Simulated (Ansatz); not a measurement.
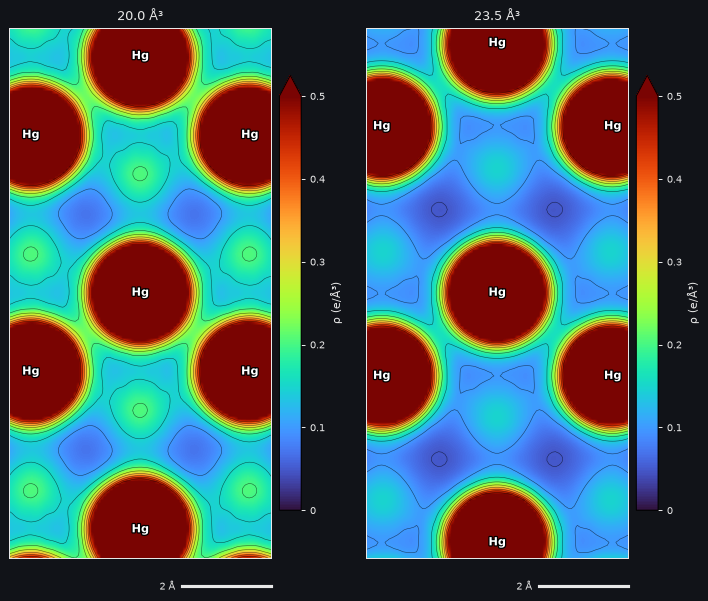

Hg. The valence pseudo-density of cells scaled evenly to different volumes (given per atom above each panel), on the (110) plane of each (indices in the axes of the cell below), at one length scale and on one colour scale.

A structure from a database of computed crystals, not necessarily the ambient phase.

All numbers below come from Ansatz 0.2.0, DFT PBEsol+D3(BJ), scalar-relativistic, plane waves, PAW.

The density is the valence pseudo-density of a PAW calculation; it isn't the true density close to the nuclei.

The largest cell:

```yaml
crystal:
  lattice:
    - [3.23602, 0.00000, 0.00000]
    - [-1.61801, 2.80247, 0.00000]
    - [0.00000, 0.00000, 5.18676]
  atoms:
    - { symbol: Hg, position: [0.66667, 0.33333, 0.75000] }
    - { symbol: Hg, position: [0.33333, 0.66667, 0.25000] }
```

| volume (Å³/atom) | Hg–Hg contact in the plane (Å) | ρ at its midpoint (e/Å³) | pressure (GPa) | 
| --- | --- | --- | --- |
| 20.04 | 3.030 | 0.220 | 6.1 | 
| 20.47 | 3.052 | ? | ? | 
| 23.52 | 3.196 | 0.160 | −2.7 | 

**Estimate the missing row, and compare with the calculation.**

Over the known rows ln ρ falls by 1.92 per Å of Hg–Hg distance (the line through the two), which gives 0.211 e/Å³ at 3.052 Å; the calculation gives 0.210 e/Å³. For the pressure, a straight line in volume between the neighbouring rows gives 5.0 GPa; the calculation gives 4.2, lower because pressure rises ever faster on compression.
